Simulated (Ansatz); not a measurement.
## Electronic structure of Cd7Te8 (cell charge −2, with a compensating background) (cell with a defect) in real space

Input

```
crystal:
  lattice:
    - [0.0, 6.6173732816, -6.6173732816]
    - [6.6173732816, 6.6173732816, 0.0]
    - [6.6173732816, 0.0, -6.6173732816]
  atoms:
    - { symbol: Cd, position: [0.4900921576, 0.5114780319, 0.48899659] }
    - { symbol: Cd, position: [0.0116467564, -0.0100612116, 0.488932343] }
    - { symbol: Cd, position: [0.0113171213, 0.5113796638, 0.4891967508] }
    - { symbol: Cd, position: [0.4900970756, -0.0099642684, 0.0104948663] }
    - { symbol: Cd, position: [0.4901348586, 0.5114333973, 0.01042996] }
    - { symbol: Cd, position: [0.011713276, -0.0099350284, 0.0102261735] }
    - { symbol: Cd, position: [0.000855967, 0.5008643493, -0.000257366] }
    - { symbol: Te, position: [0.3851422812, 0.3548240594, 0.381229686], spin: 0.5 }
    - { symbol: Te, position: [0.381763925, 0.8837611065, 0.382474028], spin: 0.5 }
    - { symbol: Te, position: [0.874725429, 0.3746058514, 0.3780254428] }
    - { symbol: Te, position: [0.8576219626, 0.8822702017, 0.3829565197], spin: 0.5 }
    - { symbol: Te, position: [0.3791324665, 0.3746987638, 0.8735996291] }
    - { symbol: Te, position: [0.3820143285, 0.8849114724, 0.8509513253], spin: 0.5 }
    - { symbol: Te, position: [0.8747574033, 0.3746910266, 0.8737009818] }
    - { symbol: Te, position: [0.8747739248, 0.8791216663, 0.8735416091] }
  host:
    lattice:
      - [0.0, 3.3086866408, 3.3086866408]
      - [3.3086866408, 0.0, 3.3086866408]
      - [3.3086866408, 3.3086866408, 0.0]
    atoms:
      - { symbol: Cd, position: [0.0, 0.0, 0.0] }
      - { symbol: Te, position: [0.25, 0.25, 0.25] }
total_charge: -2
basis:
  ecutwfc: 420
  xc_grid: 2
kpoints:
  mp_grid: { grid: [3, 3, 3], shift: [0.0, 0.0, 0.0] }
hamiltonian:
  xc: pbe
scf:
  occupations: { method: gaussian, width: 0.01 }
output:
  forces: true
  stress: false
  eigenvalues: true
  populations: true
  charged_corrections:
    defect_position: [0.5, 0.0, 0.5]
    epsilon: [[12.5827, 0.0, 0.0], [0.0, 12.5827, 0.0], [0.0, 0.0, 12.5827]]
  write_density: true
  write_potential: true
  elf: true
  volumetric_format: npy
magnetization:
  spin_polarized: true
relax:
  adjacent_minimum: "off"
  f_tol: 0.025
  max_steps: 45
```

Launched as:

```sh
ansatz run input.yaml --threads 2 --pin off --max-ram 5120MiB --backend cpu --events-out ev --progress --plain --runs-dir out
```

The fields are those of the relaxed geometry.

The program warned that a starting moment wasn't kept; spin-polarised, but the moments vanished.

These are results of DFT PBE, scalar-relativistic, plane waves, PAW in Ansatz, not measurements.

The density is the valence pseudo-density of a PAW calculation; it isn't the true density close to the nuclei.

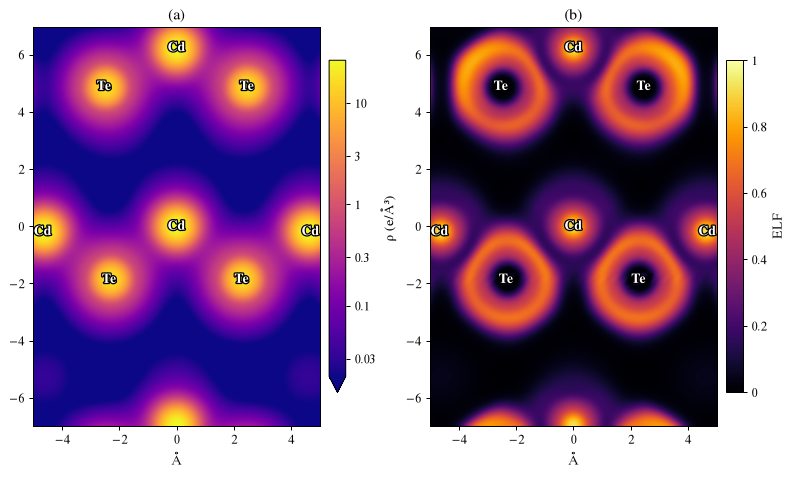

Figure 1. (a) valence electron density; (b) ELF on the (11̄0) plane of the calculation cell.

Q: What does the map show?

A: Atoms in the plane: Cd and Te. Cd–Te (2.84 Å): ρ is about 0.34 e/Å³ halfway; the ELF peaks at about 0.65 in the valence shell of Te, 1.2 Å from its nucleus, and is about 0.50 at the midpoint. Cd–Te (2.89 Å): the density is about 0.31 e/Å³ at the midpoint; the ELF peaks at about 0.70 in the valence shell of Te, 1.2 Å from its nucleus, and drops to about 0.15 between the two atoms. Cd–Te (2.97 Å): ρ is about 0.28 e/Å³ halfway; the ELF peaks at about 0.70 in the valence shell of Te, 1.3 Å from its nucleus, and drops to about 0.15 between the two atoms. Between the atoms the lowest density in this plane is 0.005 e/Å³. The ELF also peaks beside Te, away from the bonds: lone-pair regions. The features right at Cd lie inside the PAW spheres, where the map follows smoothed inner orbitals and isn't to be read closely.

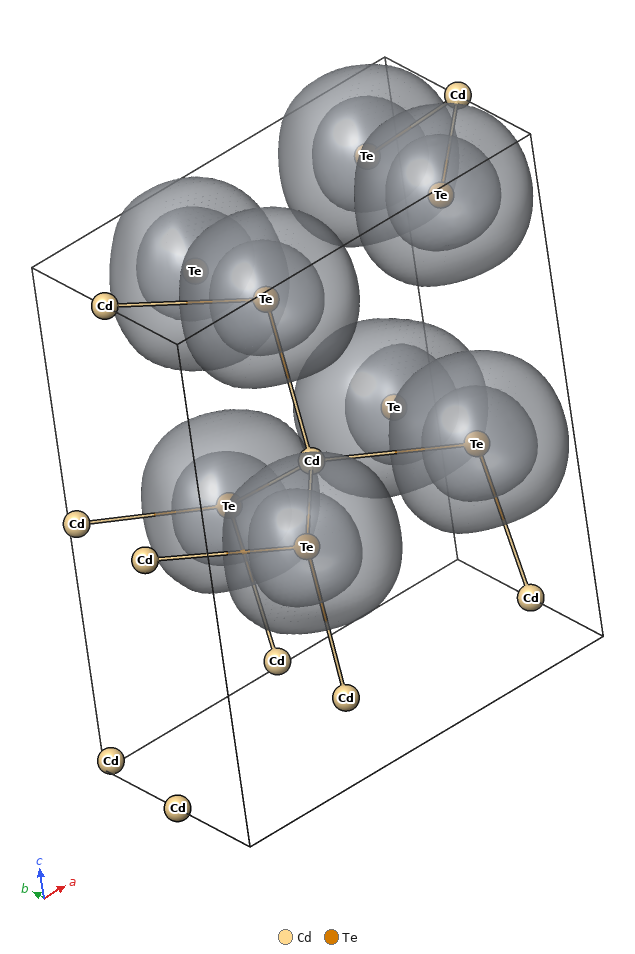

Figure 2. Isosurface of the ELF at 0.55 (grey), seen slightly off an axis. Only the valence region is drawn (cores and ρ < 0.01 e/Å³ removed). Sticks mark near contacts.

Q: Identify the bonds, lone pairs and shells in this picture.

A: The surface consists of eight regions wrapped around Te (the valence shell of each), counted in one cell of 15 atoms. Any copies at cell faces, edges or corners count once.

Q: Does the calculation make it a metal, or give it a gap?

A: It is gapped, with a Kohn–Sham gap of 0.73 eV on the k-point mesh (the band edges may lie off the mesh, which would make the gap smaller).
